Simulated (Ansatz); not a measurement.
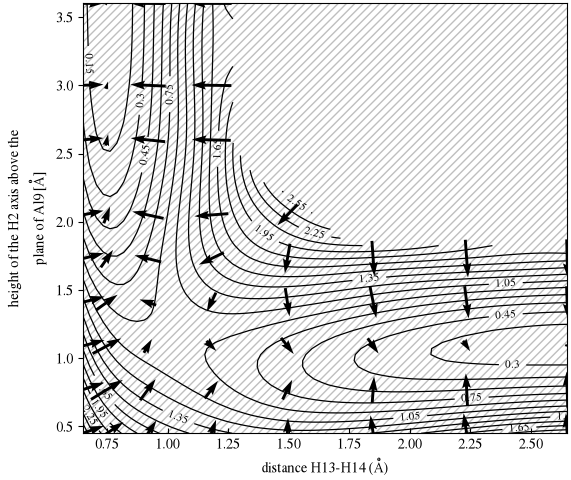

Energy landscape of H₂ on an Al(100) slab cut from the Fm-3m phase, its upper half relaxed before the scan (12 atoms of substrate and one adsorbate in a 2 × 2 cell). H2 lies flat over one site of a rigid substrate while its bond length and height are varied; it sits over a hollow of the top layer over the deeper atom Al5, heights counted from the top plane, its axis along the second surface vector. First axis: distance H13-H14. Second axis: height of the H2 axis above the plane of Al9. The scan uses an 8 × 9 grid. At 15 points there is no value (left out: too close to the surface, or the stretched molecule far from it). Points are written as (first, second). All energies are given in eV relative to the lowest grid point. Method: DFT PBE, scalar-relativistic, plane waves, PAW (Ansatz 0.2.0). Settings: cutoff 420 eV, k-mesh 5×5×1, gaussian smearing 0.1 eV, no spin polarisation.

In the figure: contour lines labelled in eV, arrows along the force (downhill), their lengths compressed, hatched blanks where no value was computed. Between grid points the surface is interpolated. 

Describe this landscape.

Answer. The lowest grid point is at (0.750 Å, 3.60 Å). It lies at the edge of the scanned range, so the true minimum may lie outside. The highest grid point, (0.650 Å, 0.45 Å), lies 2.70 eV above the lowest. On the interpolated surface the lowest path from the intact molecule far from the surface, (0.750 Å, 3.60 Å), to the stretched end of the scan, (2.650 Å, 1.09 Å), has its top at about (1.04 Å, 1.16 Å), about 0.93 eV above the start and 0.74 eV above the end.

Each point was launched as `ansatz run input.yaml --threads 1 --pin off --max-ram 3072MiB --backend cpu --events-out ev --progress --plain --runs-dir out`. The whole map (57 points run) took 21 min on 1 thread of Arm Neoverse V2 (shared host).

PAW datasets: the set soft_1.
